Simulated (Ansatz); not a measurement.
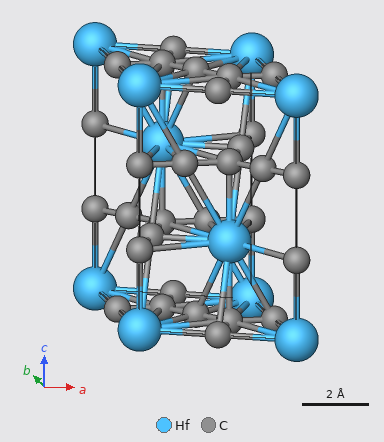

Structure drawing (ball-and-stick), viewed slightly off an axis. The wireframe shows the conventional unit cell. Cell: a = 4.93 Å, b = 4.93 Å, c = 7.72 Å, α = 90.00°, β = 90.00°, γ = 120.00°.

Provenance: a random cell made by a generator, so it need not be a real form of the compound. Earlier steps of the study may have refined or changed the cell and positions. A calculation with Ansatz used it as input.

Caption:

The material is HfC$_{5}$. The atoms follow space group R-3m (No. 166); the Bravais lattice is rhombohedral (trigonal R). Counting shared atoms by their share gives 3 Hf, 15 C, or 18 atoms. Hf is coordinated by 20 C at about 2.5 to 2.9 Å. C takes two kinds of site: 9e with four Hf and two C (about 2.5 to 2.9 Å to Hf, 1.4 Å to C); 6c with four Hf and three C (about 2.5 to 2.8 Å to Hf, 1.4 Å to C). Not all metal-metal contacts are counted. The bonds build a three-dimensional framework.

Computed with DFT PBE, scalar-relativistic, plane waves, PAW (Ansatz 0.2.0). Settings: a 420 eV plane-wave basis, k-points about 0.14 Å⁻¹ apart, Gaussian smearing of 0.1 eV, no spin polarisation.

What is the electronic character?

A metal: bands cross the Fermi level.

What are the atomic charges by Bader's partition?

Hf +2.01 e; C -0.77 to +0.15 e.

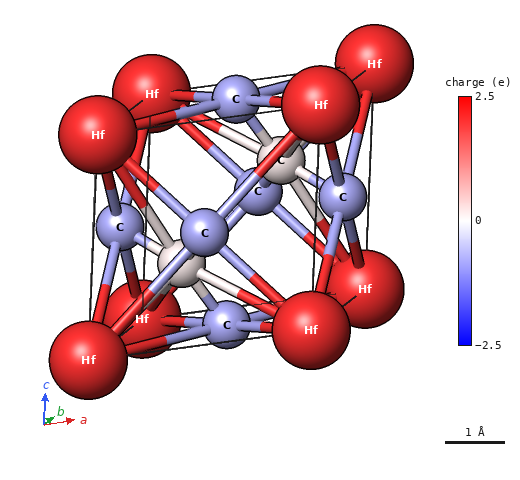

The atoms coloured by those charges. The run's cell of 6 atoms is drawn, so axes and origin can differ from the first picture.

Does this geometry sit at a stationary point of the energy?

Yes. All forces vanish to within 0.01 eV/Å. The pressure is 0.0 GPa, close to zero.
